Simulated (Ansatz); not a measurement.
Geometry relaxation, with input and output: Ga23N24 (charge −1) (part 4 of 4)

The same run, continued: Ga23N24 (defect cell, 47 atoms in the cell, total charge −1); DFT PBE, scalar-relativistic, plane waves, PAW, no spin polarisation (Ansatz 0.2.0); cutoff 420 eV, 2×2×2 k-mesh, Gaussian smearing of 0.01 eV. The structure derives from an entry of the Crystallography Open Database.

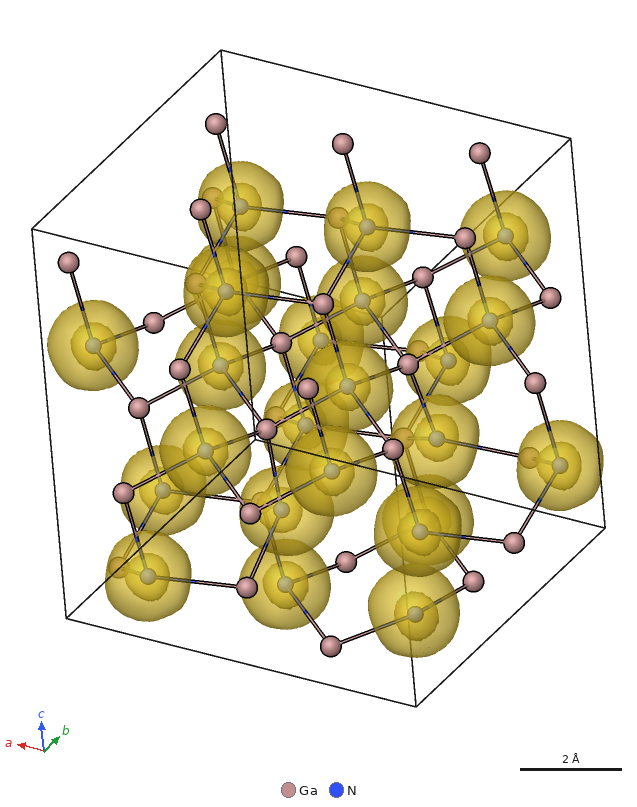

*Isosurface of the ELF at 0.7 (yellow), seen at an oblique angle. Core shells and regions of very low density are left out. Sticks mark near contacts. The outline is the calculation cell.*

Profiles from the grid: Ga–N (1.89 Å): the ELF is about 0.50 at the midpoint. Ga–N (1.95 Å): the ELF is about 0.45 at the midpoint.

Summary

| quantity | value |
| --- | --- |
| outcome | converged |
| electrons treated | 420 |
| free energy | −96230.5494 eV |
| Fermi energy | 9.005 eV |
| gap on the k-point mesh | none (metallic) |
| final volume | 564.39 Å³ |
| largest force (length of the vector) at the end | 0.012 eV/Å |
| wall time | 1.9 min (CPU time 14 min) |
| peak memory | 2.9 GiB |
